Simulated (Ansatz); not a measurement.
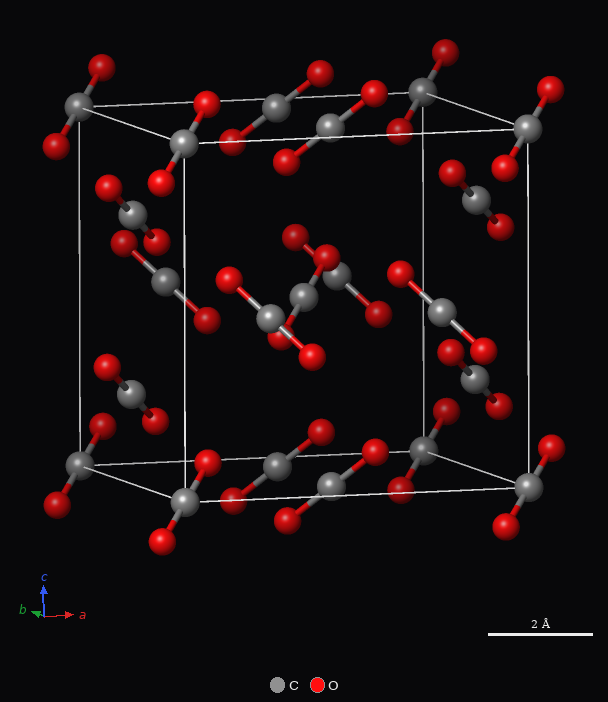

Fig. 1: The input geometry (ball-and-stick view of the cell of the calculation, seen slightly off an axis).

**CO2: field-gradient calculation (part 1 of 2)**

System: CO2 (R-3c, 24 atoms in the cell).
Method: DFT, PBE, plane-wave PAW, default files, scalar-relativistic, no spin polarisation (Ansatz 0.2.0).

The structure derives from a Materials Project entry. Figures and captions count atoms from 1; the log counts them from 0 in places.

Output:
```
Engine: ansatz 0.2.0, aarch64-unknown-linux-gnu
Pseudopotentials: kind: paw
Pseudopotential: C, paw, valence charge 4, recommended cutoff 420 eV (normal), C.paw.azcp
Pseudopotential: O, paw, valence charge 6, recommended cutoff 420 eV (normal), O.paw.azcp
Functional definition: PBE
  parameter kappa = 0.804
  parameter beta = 0.06672455060314922
  exchange = pbe_x(kappa = kappa, mu = beta*pi^2/3)
  correlation = pbe_c(beta = beta)
Crystal: 24 atoms, lattice volume = 335.869 Å³
Basis set: ecut = 420 eV, 6583 PW (Γ), exchange–correlation on 96×96×96 points (8 copies of the dense FFT grid, shifted against one another)
Bands: 88, of which v1, the nominal top of the filled ones, is band 64 counted from 1 (63 counted from 0)
Symmetry: 12 space group operations
Space group: R-3c (ITA 167), of the structure as read, at distance tolerance 7.0e-5 Å
k-points: 13 of 64
Non-local potential: C, projectors of the file, l = 0: 2, l = 1: 2, l = 2: 1
Non-local potential: O, projectors of the file, l = 0: 2, l = 1: 2, l = 2: 1
PAW form: soft (Blöchl's): semilocal exchange-correlation on the pseudo side does not see the compensation charge
PAW one-centre angular grid: C, 110 points (default); XC on 64 Gauss nodes
PAW one-centre angular grid: O, 110 points (default); XC on 64 Gauss nodes
Initial density: superposition of atomic densities (neutral atoms: chi_scale 0, normalization atom), corrected by the library's trained network
Initial wavefunctions: pseudopotential atomic-orbital guess
Functional: x = pbe(κ = 0.804, μ = 0.2195149727645171), c = pbe(β = 0.06672455060314922)
SCF iter   1: F=—  HF=-11078.780452 eV  |F-HF|=—  |Δ(HF+E_count)|=         —  Δρ=4.57e-3  dr2=3.16e-2  ethr=1.77e-3  ⟨swp⟩=6.1  Hψ=4794  notcnv=0  defer=31
preconditioner: auto → Resta (q_TF=auto, 2.323 Å⁻¹)  ε∞=3.1  [insulator: Δε(μ)=6.637 eV  Ē_g=15.994 eV  σ=0.020 eV  W_gap=1.00  n_scr=80 (ndim 8)  ℏωp=22.9 eV  f_vac=0.147  D(μ)=0.00/eV (n_scr^D=0)  ε∞_Penn≈3.1]
SCF iter   2: F=—  HF=-11078.790754 eV  |F-HF|=—  |Δ(HF+E_count)|=   1.03e-2  Δρ=1.95e-3  dr2=4.11e-3  ethr=2.47e-5  ⟨swp⟩=2.2  Hψ=2198  notcnv=0  defer=206
SCF iter   3: F=—  HF=-11078.794085 eV  |F-HF|=—  |Δ(HF+E_count)|=   3.33e-3  Δρ=9.45e-4  dr2=1.09e-3  ethr=3.21e-6  ⟨swp⟩=2.9  Hψ=1883  notcnv=0  defer=206
SCF iter   4: F=—  HF=-11078.795545 eV  |F-HF|=—  |Δ(HF+E_count)|=   1.46e-3  Δρ=1.02e-4  dr2=3.81e-5  ethr=8.49e-7  ⟨swp⟩=3.0  Hψ=2050  notcnv=0  defer=206
SCF iter   5: F=—  HF=-11078.796386 eV  |F-HF|=—  |Δ(HF+E_count)|=   8.42e-4  Δρ=4.84e-5  dr2=6.18e-6  ethr=2.97e-8  ⟨swp⟩=2.0  Hψ=1696  notcnv=0  defer=206
SCF iter   6: F=—  HF=-11078.796389 eV  |F-HF|=—  |Δ(HF+E_count)|=   2.29e-6  Δρ=2.38e-5  dr2=1.58e-6  ethr=4.83e-9  ⟨swp⟩=2.0  Hψ=1751  notcnv=0  defer=206
SCF iter   7: F=-11078.796389 eV  HF=-11078.796389 eV  |F-HF|=1.24e-7  |Δ(HF+E_count)|=  1.09e-11  Δρ=6.03e-6  dr2=7.89e-8  ethr=7.81e-11  ⟨swp⟩=9.5  Hψ=6226  notcnv=0
SCF 1 converged in 7 iterations: F = -11078.796389 eV  dr2 = 7.89e-8
  greatest PAW one-centre occupation: 0.884 electrons in one spin orbital (limit 2), on the O atom at site 23 (counted from 0), in its partial waves of l = 0
```

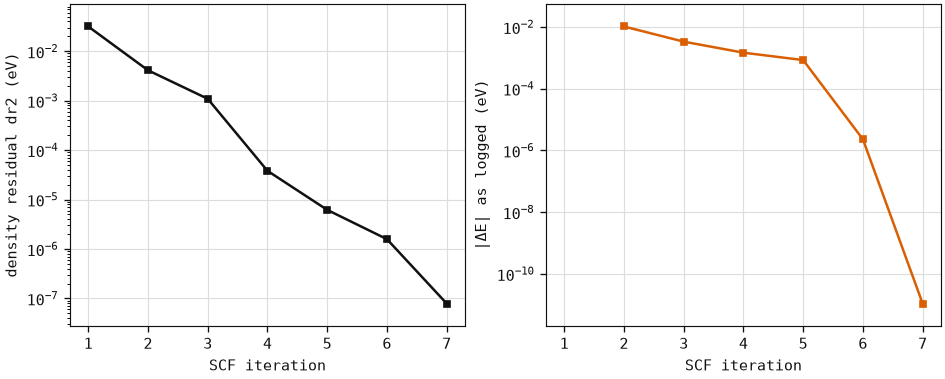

Fig. 2: Convergence of the self-consistent field: density residual dr2 and size of the energy change against the SCF iteration. The residual falls at every step.

```
SCF converged after 7 iterations
Free energy (F): -11078.796389 eV
Harris-Foulkes:  -11078.796389 eV  (|F-HF|=1.24e-7)
Internal energy: -11078.796389 eV  (E = F + TS)
E sigma→0 (E₀):  -11078.796389 eV
Fermi energy:    1.756763 eV
--- Per-component energies (eV) ---
  E_band       = -1142.169080
  E_kinetic    = 3486.371214
  E_local      = -9299.520709  (includes V_loc(G=0)·N_el)
  E_nonlocal   = 1000.654709
  E_hartree    = 3119.395605
  E_xc         = -1532.949428
  E_vxc        = -1937.483292  (∫ρ·V_xc dr)
  E_paw        = -3327.572952  (= ΣΔE_a)
  E_vpaw       = -631.015544  (= ΣTr[D̂ρ^β])
  E_aug_tail   = 0.039351  (compensation charges beyond the density's cutoff)
  E_ewald      = -4525.214178
  E_smearing   = -0.000000  (= −TS)
  E_closure    = 0.000000  (closes the sum)
  Σ components = -11078.796389   (vs F -11078.796389, Δ=0.00e0)
--- Forces (eV/Å), atoms counted from 1 ---
  atom   1  C      0.00000000     0.00000000     0.00000000
  atom   2  C      0.00000000    -0.00000000    -0.00000000
  atom   3  C     -0.00658473    -0.01140509     0.00000000
  atom   4  C     -0.00658473     0.01140509    -0.00000000
  atom   5  C      0.01316947     0.00000000    -0.00000000
  atom   6  C     -0.01316947    -0.00000000     0.00000000
  atom   7  C      0.00658473     0.01140509    -0.00000000
  atom   8  C      0.00658473    -0.01140509     0.00000000
  atom   9  O     -0.00000000    -0.00000000    -0.12923967
  atom  10  O      0.00000000    -0.00000000    -0.12923967
  atom  11  O      0.00000000     0.00000000     0.12923967
  atom  12  O     -0.00000000     0.00000000     0.12923967
  atom  13  O      0.10479565    -0.04647248     0.06753641
  atom  14  O     -0.09264418    -0.06751946     0.06753641
  atom  15  O     -0.01215148     0.11399194     0.06753641
  atom  16  O      0.01215148     0.11399194     0.06753641
  atom  17  O      0.09264418    -0.06751946     0.06753641
  atom  18  O     -0.10479565    -0.04647248     0.06753641
  atom  19  O     -0.10479565     0.04647248    -0.06753641
  atom  20  O      0.09264418     0.06751946    -0.06753641
  atom  21  O      0.01215148    -0.11399194    -0.06753641
  atom  22  O     -0.01215148    -0.11399194    -0.06753641
  atom  23  O     -0.09264418     0.06751946    -0.06753641
  atom  24  O      0.10479565     0.04647248    -0.06753641
  max |Σ_I F_I| component: 8.33e-17 eV/Å
--- Stress (GPa, compression-positive) ---
        2.424015      -0.000000      -0.000000
       -0.000000       2.424015       0.000000
       -0.000000       0.000000       2.446069
  P = ⅓ Tr σ = 2.4314 GPa (24.314 kbar)
--- PAW observables at the nuclei: V_zz in 10²¹ V/m², potentials from the cell's mean, atoms counted from 1 ---
  atom   1  C  V_zz =    -2.907105   η = 0.0000   by run symmetry: allowed
            electrostatic potential = -405.003587 V   contact ρ = 869.143184 e/Å³
  atom   2  C  V_zz =    -2.907105   η = 0.0000   by run symmetry: allowed
            electrostatic potential = -405.003587 V   contact ρ = 869.143184 e/Å³
  atom   3  C  V_zz =    -2.912153   η = 0.0010   by run symmetry: allowed
            electrostatic potential = -404.943748 V   contact ρ = 869.157683 e/Å³
  atom   4  C  V_zz =    -2.912153   η = 0.0010   by run symmetry: allowed
            electrostatic potential = -404.943748 V   contact ρ = 869.157683 e/Å³
  atom   5  C  V_zz =    -2.912153   η = 0.0010   by run symmetry: allowed
            electrostatic potential = -404.943748 V   contact ρ = 869.157683 e/Å³
  atom   6  C  V_zz =    -2.912153   η = 0.0010   by run symmetry: allowed
            electrostatic potential = -404.943748 V   contact ρ = 869.157683 e/Å³
  atom   7  C  V_zz =    -2.912153   η = 0.0010   by run symmetry: allowed
            electrostatic potential = -404.943748 V   contact ρ = 869.157683 e/Å³
  atom   8  C  V_zz =    -2.912153   η = 0.0010   by run symmetry: allowed
            electrostatic potential = -404.943748 V   contact ρ = 869.157683 e/Å³
  atom   9  O  V_zz =    +7.196656   η = 0.0000   by run symmetry: allowed   C_q = -4.4513 MHz
            electrostatic potential = -614.214864 V   contact ρ = 2159.310653 e/Å³
  atom  10  O  V_zz =    +7.196656   η = 0.0000   by run symmetry: allowed   C_q = -4.4513 MHz
            electrostatic potential = -614.214864 V   contact ρ = 2159.310653 e/Å³
  atom  11  O  V_zz =    +7.196656   η = 0.0000   by run symmetry: allowed   C_q = -4.4513 MHz
            electrostatic potential = -614.214864 V   contact ρ = 2159.310653 e/Å³
  atom  12  O  V_zz =    +7.196656   η = 0.0000   by run symmetry: allowed   C_q = -4.4513 MHz
            electrostatic potential = -614.214864 V   contact ρ = 2159.310653 e/Å³
  atom  13  O  V_zz =    +7.133132   η = 0.0187   by run symmetry: allowed   C_q = -4.4120 MHz
            electrostatic potential = -614.147061 V   contact ρ = 2159.368904 e/Å³
  atom  14  O  V_zz =    +7.133132   η = 0.0187   by run symmetry: allowed   C_q = -4.4120 MHz
            electrostatic potential = -614.147061 V   contact ρ = 2159.368904 e/Å³
  atom  15  O  V_zz =    +7.133132   η = 0.0187   by run symmetry: allowed   C_q = -4.4120 MHz
            electrostatic potential = -614.147061 V   contact ρ = 2159.368904 e/Å³
  atom  16  O  V_zz =    +7.133132   η = 0.0187   by run symmetry: allowed   C_q = -4.4120 MHz
            electrostatic potential = -614.147061 V   contact ρ = 2159.368904 e/Å³
  atom  17  O  V_zz =    +7.133132   η = 0.0187   by run symmetry: allowed   C_q = -4.4120 MHz
            electrostatic potential = -614.147061 V   contact ρ = 2159.368904 e/Å³
  atom  18  O  V_zz =    +7.133132   η = 0.0187   by run symmetry: allowed   C_q = -4.4120 MHz
            electrostatic potential = -614.147061 V   contact ρ = 2159.368904 e/Å³
  atom  19  O  V_zz =    +7.133132   η = 0.0187   by run symmetry: allowed   C_q = -4.4120 MHz
            electrostatic potential = -614.147061 V   contact ρ = 2159.368904 e/Å³
  atom  20  O  V_zz =    +7.133132   η = 0.0187   by run symmetry: allowed   C_q = -4.4120 MHz
            electrostatic potential = -614.147061 V   contact ρ = 2159.368904 e/Å³
  atom  21  O  V_zz =    +7.133132   η = 0.0187   by run symmetry: allowed   C_q = -4.4120 MHz
            electrostatic potential = -614.147061 V   contact ρ = 2159.368904 e/Å³
  atom  22  O  V_zz =    +7.133132   η = 0.0187   by run symmetry: allowed   C_q = -4.4120 MHz
            electrostatic potential = -614.147061 V   contact ρ = 2159.368904 e/Å³
  atom  23  O  V_zz =    +7.133132   η = 0.0187   by run symmetry: allowed   C_q = -4.4120 MHz
            electrostatic potential = -614.147061 V   contact ρ = 2159.368904 e/Å³
  atom  24  O  V_zz =    +7.133132   η = 0.0187   by run symmetry: allowed   C_q = -4.4120 MHz
            electrostatic potential = -614.147061 V   contact ρ = 2159.368904 e/Å³
--- Band table (eV; the first three rows and the last of 13) ---
  k-point 0: bands = ["-22.2959", "-22.1540", "-22.1540", "-22.0638", "-22.0638", "-22.0546", "-22.0371", "-22.0000", "-21.1679", "-21.1679", "-21.1549", "-21.1388", "-21.1359", "-21.1359", "-21.0777", "-21.0211", "-7.2489", "-7.1734", "-7.1013", "-7.1013", "-6.9348", "-6.9192", "-6.9192", "-6.8788", "-6.3861", "-6.3861", "-6.3439", "-6.3152", "-6.3152", "-6.0126", "-5.9226", "-5.9226", "-5.8399", "-5.8399", "-5.7986", "-5.6598", "-5.5681", "-5.4290", "-5.4290", "-5.3868", "-5.3278", "-5.3210", "-5.3210", "-5.1777", "-5.1777", "-5.0262", "-5.0262", "-5.0091", "-2.4630", "-2.4630", "-2.3596", "-2.2271", "-2.1551", "-2.1551", "-2.0917", "-2.0917", "-2.0715", "-2.0321", "-2.0321", "-1.8995", "-1.7833", "-1.7833", "-1.6928", "-1.6928", "5.0660", "5.8830", "5.8830", "5.9696", "6.2051", "6.2051", "6.2461", "6.5849", "6.5849", "6.6418", "6.6418", "6.8856", "7.0873", "7.0873", "7.1034", "7.1034", "7.3759", "7.9291", "7.9291", "8.2114", "8.9345", "8.9345", "9.1597", "9.8157"]
```
